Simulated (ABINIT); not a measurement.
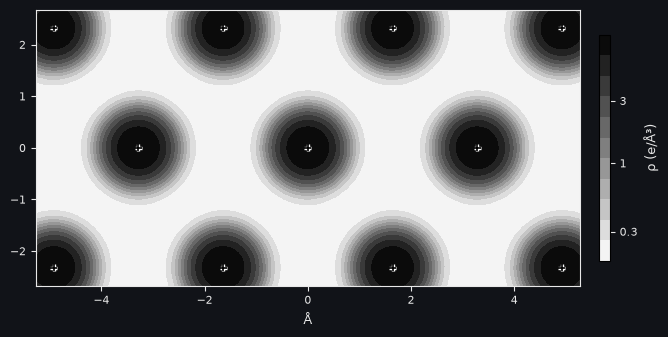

The valence charge density (pseudo) on a plane through atoms (crosses mark nuclei in the plane).

Method: Kohn-Sham DFT of a periodic cell, r2SCAN, JTH PAW PBE v2.0 in ABINIT 10.8.3.

Candidates:
A. ZrS2, a = 3.69 Å, b = 3.69 Å, c = 6.04 Å, α = 90.00°, β = 90.00°, γ = 120.00°. Space group P-3m1; a structure from a database of computed crystals, not necessarily the ambient phase.
B. Ti, a = 3.28 Å, b = 3.28 Å, c = 3.28 Å, α = 90.00°, β = 90.00°, γ = 90.00°. Space group Im-3m; computed pressure about −4 GPa in this cell.

**Which candidate gave the map?**

Candidate B: Ti on the (011̄) plane of the conventional cell, which holds Ti. Ti–Ti (2.84 Å): the density is about 0.18 e/Å³ at the midpoint.
